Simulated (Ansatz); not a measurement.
ZnS

The calculation's input:

```
crystal:
  lattice:
    - [3.8109987816, 0.0, 0.0]
    - [-1.9054993908, 3.3004217586, 0.0]
    - [0.0, 0.0, 6.234]
  atoms:
    - { symbol: Zn, position: [0.3333333333, 0.6666666667, 0.0] }
    - { symbol: Zn, position: [0.6666666667, 0.3333333333, 0.5] }
    - { symbol: S, position: [0.3333333333, 0.6666666667, 0.385] }
    - { symbol: S, position: [0.6666666667, 0.3333333333, 0.885] }
basis:
  ecutwfc: 520.0
kpoints:
  mp_grid: { grid: [9, 9, 6] }
hamiltonian:
  xc: pbesol
  pseudopotentials: { kind: paw }
scf:
  occupations: { method: gaussian, width: 0.02 }
output:
  forces: true
  stress: true
  eigenvalues: true
  write_density: true
  write_potential: true
  elf: true
  volumetric_format: npy
relax:
  adjacent_minimum: "off"
  f_tol: 0.005
  max_steps: 80
  cell: { stress_tol: 0.05 }
```

Run with:

```sh
ansatz run input.yaml --threads 1 --pin off --max-ram 2048MiB --backend cpu --events-out ev --progress --plain --runs-dir out
```

Below, planes, directions and counts refer to the conventional cell (a = 3.78 Å, b = 3.78 Å, c = 6.21 Å, α = 90.00°, β = 90.00°, γ = 120.00°).

The fields are those of the relaxed geometry.

Space group P6₃mc.

Level of theory: Ansatz 0.2.0, DFT PBEsol, scalar-relativistic, plane waves, PAW.

The density is the valence pseudo-density of a PAW calculation; it isn't the true density close to the nuclei.

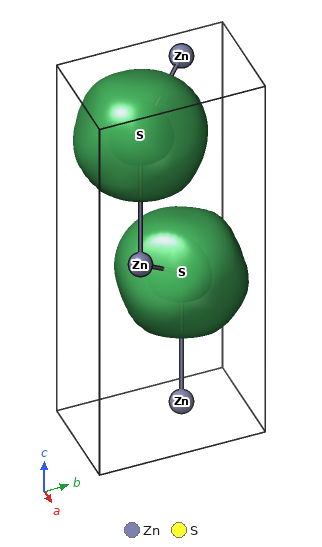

Figure 1. Isosurface of the ELF at 0.7 (green), seen at an oblique angle. Core shells and regions of very low density are left out. Sticks mark near contacts.

Q: Identify the bonds, lone pairs and shells in this picture.

A: At this value the surface marks out two regions wrapped around S (the valence shell of each), counted in one cell of 4 atoms. Regions shared between cells count once.


Zn–S (2.32 Å): the ELF peaks at about 0.90 in the valence shell of S, 0.8 Å from its nucleus, and is about 0.55 at the midpoint.

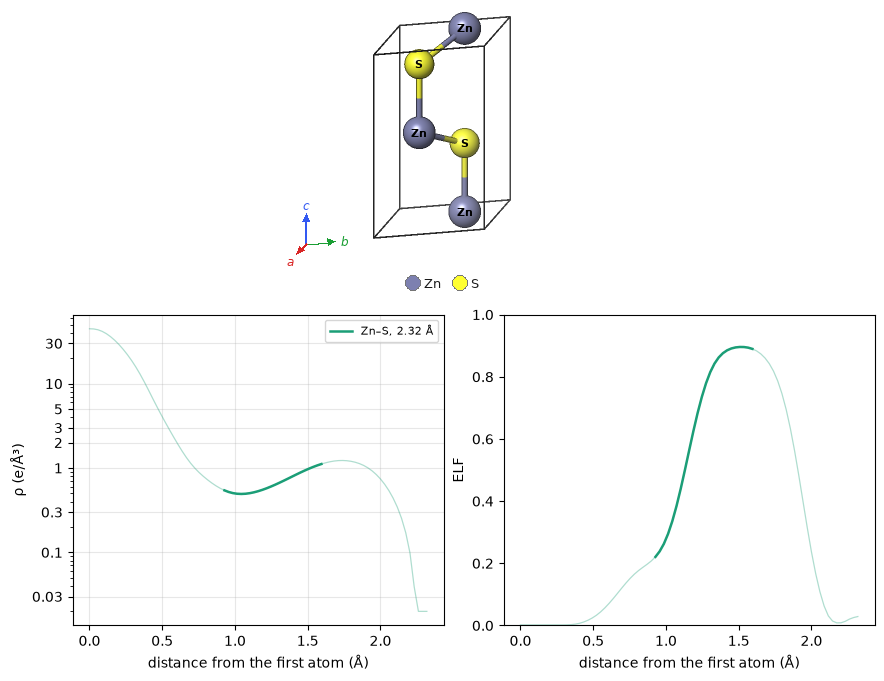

Figure 2. Valence pseudo-density and ELF along straight lines between neighbouring atoms. Thin, pale parts lie inside the atomic spheres. The structure is drawn too.

Q: What can be read from the curves?

A: Zn–S (2.32 Å): ρ at the midpoint is about 0.53 e/Å³; the ELF peaks at about 0.90 in the valence shell of S, 0.8 Å from its nucleus, and is about 0.55 at the midpoint.

Q: Does the calculation give a band gap?

A: It is gapped, with a Kohn–Sham gap of 2.2 eV on the k-point mesh, an upper bound to the gap of this method.
